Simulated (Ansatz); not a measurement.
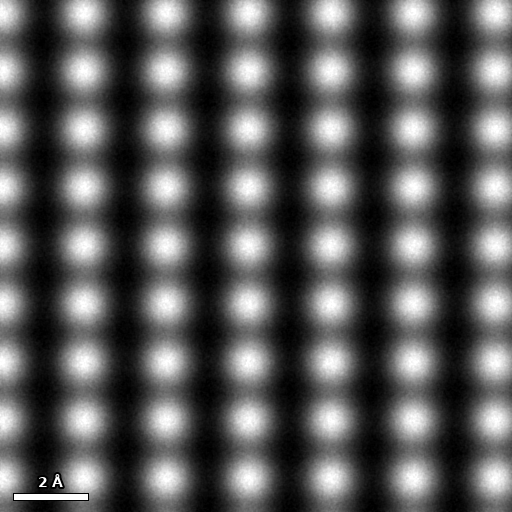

An image along [110] of one of the structures below (computed or model cells, partly hypothetical, each in its standard cell). Simulated as the projected potential of neutral atoms (B = 0.5 Å²) blurred by a 0.88 Å probe, the thin-sample limit of integrated differential phase contrast. Shot noise was added.

A. W
Space group Im-3m (No. 229). a = 3.183 Å, b = 3.183 Å, c = 3.183 Å, α = 90.00°, β = 90.00°, γ = 90.00°
```tsv
atom	site	symmetry	x	y	z
W	2a	m-3m	0.0000	0.0000	0.0000
```

B. W
Space group P6_3/mmc (No. 194). a = 2.787 Å, b = 2.787 Å, c = 4.951 Å, α = 90.00°, β = 90.00°, γ = 120.00°
```
atom  site  symmetry       x       y       z
   W    2d      -6m2  0.3333  0.6667  0.7500
```

C. Ni
Space group Fm-3m (No. 225). a = 3.424 Å, b = 3.424 Å, c = 3.424 Å, α = 90.00°, β = 90.00°, γ = 90.00°
```tsv
atom	site	symmetry	x	y	z
Ni	4a	m-3m	0.0000	0.0000	0.0000
```

D. W
Space group Fm-3m (No. 225). a = 4.014 Å, b = 4.014 Å, c = 4.014 Å, α = 90.00°, β = 90.00°, γ = 90.00°
| atom | site | symmetry | x | y | z |
| --- | --- | --- | --- | --- | --- |
| W | 4a | m-3m | 0.0000 | 0.0000 | 0.0000 |

### Which of them gives this image?

A, W. Along [110] the projected cells are A 1.59 × 2.25 Å, 90°; B 2.41 × 4.95 Å, 90°; C 2.10 × 2.10 Å, 109°; D 2.46 × 2.46 Å, 109°. The image repeats as A does.

Structure A: a calculation's starting geometry.
